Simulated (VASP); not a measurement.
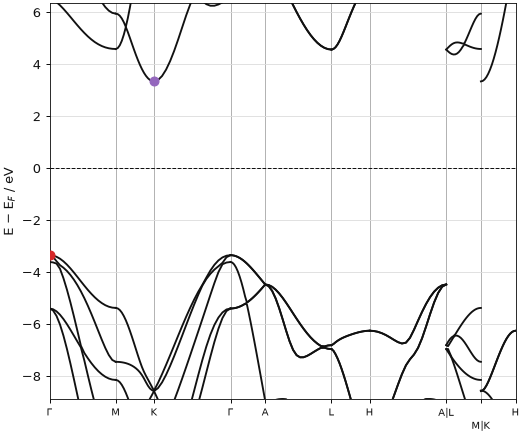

What does this figure show?

Band structure of wurtzite BN, space group P6_3mc (No. 186), 4 atoms in the cell (a = 2.542 Å, c = 4.204 Å (hexagonal axes)). Computed with VASP: TB-mBJ, VASP PAW PBE potentials, release 64 (B, N), no spin polarisation, no spin-orbit coupling, 12×12×6 k mesh, 520 eV cutoff, Gaussian smearing of 0.02 eV. Energies are counted from the Fermi level, put mid-gap where there is a gap.

An insulator. The gap along this path is 6.69 eV and indirect, from the valence-band top at Γ to the conduction-band bottom at K; the smallest direct gap is 9.67 eV, between Γ and M. Two bands meet at the valence-band top at Γ: it is doubly degenerate (spin aside). The direct gaps are 9.96 eV at M, 11.38 eV at L and 11.90 eV at K.

The PAW data sets were made with another functional. This is a model potential built to give gaps, with no total energy. The usual form of BN is layered hexagonal. The cell was derived from a database entry in an earlier step, so it needn't be the measured one.
